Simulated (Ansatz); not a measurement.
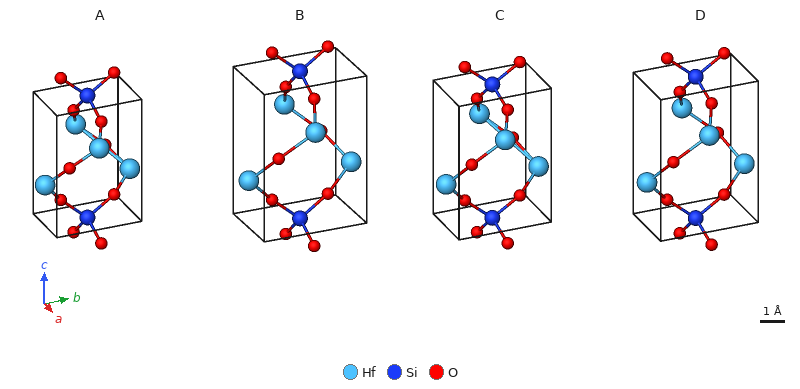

4 geometries from one relaxation of crystalline Hf$_{2}$SiO$_{6}$ (a generated structure, set up in C222) (coarse preliminary run), in shuffled order. Style: ball-and-stick. Shown: the cell of the calculation, slightly off an axis.

The calculation used DFT PBE, scalar-relativistic, plane waves, PAW in Ansatz. (plane-wave cutoff 420 eV; k-point mesh 6 × 6 × 4; occupations gaussian; smearing width 0.1 eV; no spin polarisation; cell and atoms relaxed; force threshold 0.04 eV/Å; at most 70 steps)

Q: Order the frames from highest to lowest energy.

A: A, C, D, B. They are steps 0, 2, 4, 14, at +37.108 eV per cell of the calculation, +5.857 eV per cell of the calculation, +2.481 eV per cell of the calculation relative to the last. After 11 accepted moves (14 points after the start) the energy has fallen by 37.108 eV per cell of the calculation. Largest force component: 21 eV/Å at the start, 0.014 eV/Å at the end. The pressure goes from 196.93 to 0.01 GPa. The SCF was repeated 3 times at an unchanged geometry on a basis and grid sized afresh for the cell, which shifted the energy by 1.833 eV per cell of the calculation at most. The largest moves relative to the cell, 0.23 Å, are those of O atoms. By element the largest moves are O 0.23 Å, Hf 0.08 Å. Si stays in place. Cell: a = b 4.860 → 5.738 Å (+18.1 %), c 5.322 → 6.424 Å (+20.7 %), γ 120.0° → 117.1°. Volume +72.9 %. Among the contacts that change: Hf–Hf 3.009 → 3.778 Å, Hf–O 1.544 → 1.952 Å, O–Si 1.544 → 1.636 Å. Among the angles between lasting bonds that change: Hf–O–Si 153.9° → 159.7°, O–Hf–O 107.8° → 111.4°, O–Hf–O 110.7° → 108.1°. The space group stays C222 (No. 21).
